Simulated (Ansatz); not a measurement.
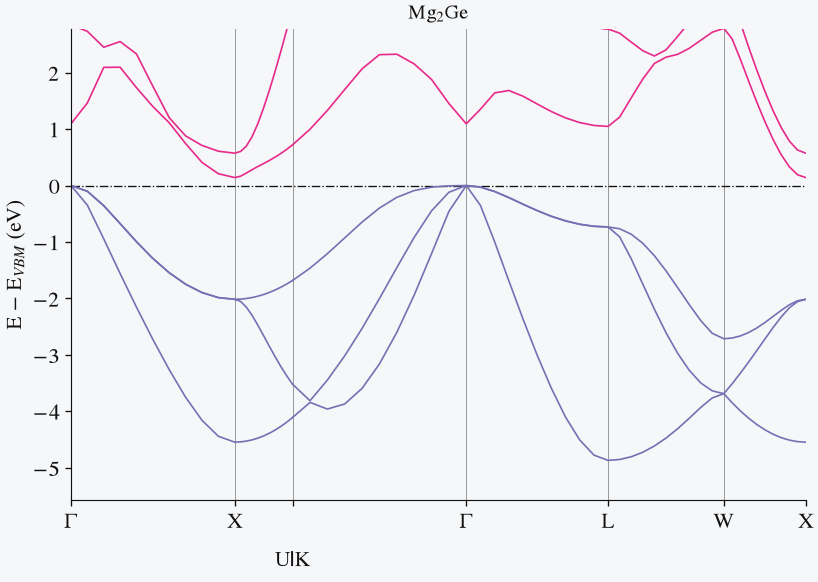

Band structure. Energies are counted from the top of the valence band.

The material is antifluorite-type Mg2Ge, space group Fm-3m (No. 225), 3 atoms in the primitive cell, relaxed with r2SCAN; cubic a = 6.366 Å.

Method: PBE, Ansatz PAW set, no spin polarisation, no spin-orbit coupling, 8×8×8 k mesh, 420 eV cutoff, Fermi-Dirac smearing of 0.02 eV (Ansatz 0.2.0).

**What does the band structure say about the gap?**

The bands leave a gap. The gap along this path is 0.14 eV and indirect, from the valence-band top at Γ to the conduction-band bottom at X; the smallest direct gap is 1.09 eV, at Γ.

**How many bands meet at the valence-band top?**

Three bands meet at the valence-band top at Γ: it is triply degenerate (spin aside).

Spin-orbit coupling is left out, which matters for Ge. LDA, GGA and most meta-GGA functionals understate gaps. The cell comes from a database of computed structures, and whether it is the stable form of this composition wasn't checked.
